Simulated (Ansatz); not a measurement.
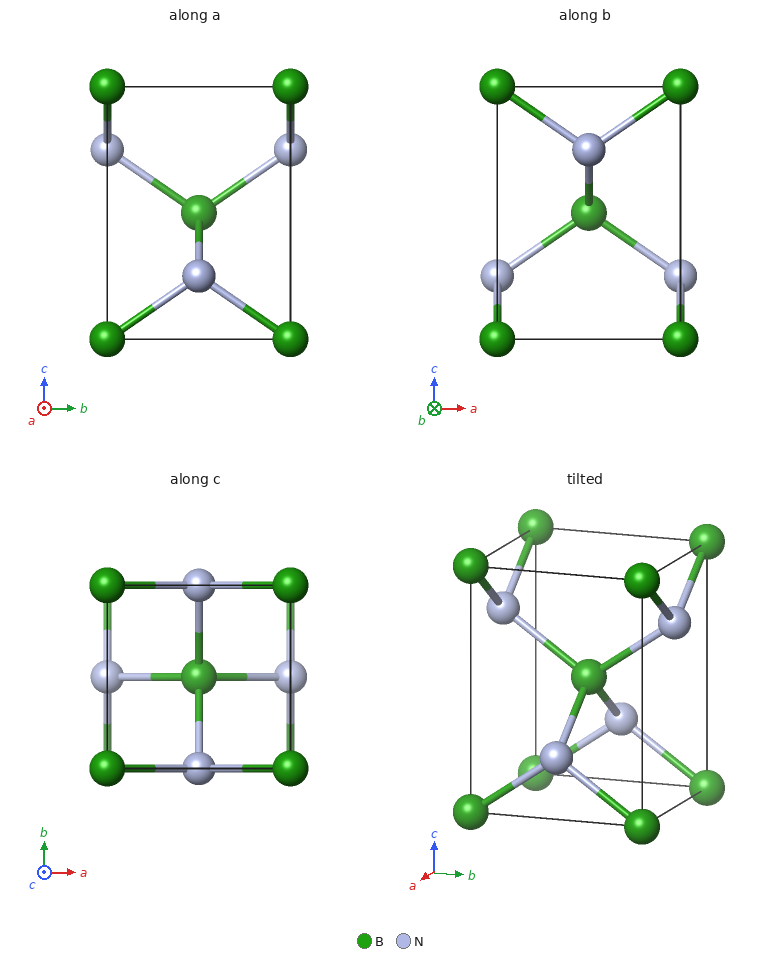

The image is a ball-and-stick drawing of a crystal, viewed along the a axis, along the b axis, along the c axis and slightly off an axis. One conventional unit cell is outlined, and atoms on its boundary appear in each equivalent place.

Lattice parameters: a = 2.552 Å, b = 2.552 Å, c = 3.520 Å, α = 90.00°, β = 90.00°, γ = 90.00°.

### Give the structure in the form of a table of Wyckoff sites.

Space group I-4m2 (No. 119).
```json
{"atom": "B", "site": "2a", "x": "0.0000", "y": "0.0000", "z": "0.0000"}
{"atom": "N", "site": "2c", "x": "0.5000", "y": "0.0000", "z": "0.7500"}
```

The structure was taken from a structure type filled with these elements by a generator (whether the compound takes this form wasn't checked). The cell was then strained or its atoms displaced on purpose. A calculation with Ansatz used it as input.

At this level of theory the cell isn't at rest (compressed, at 6 GPa), so its distances can differ from those at equilibrium, the more so the softer the solid.
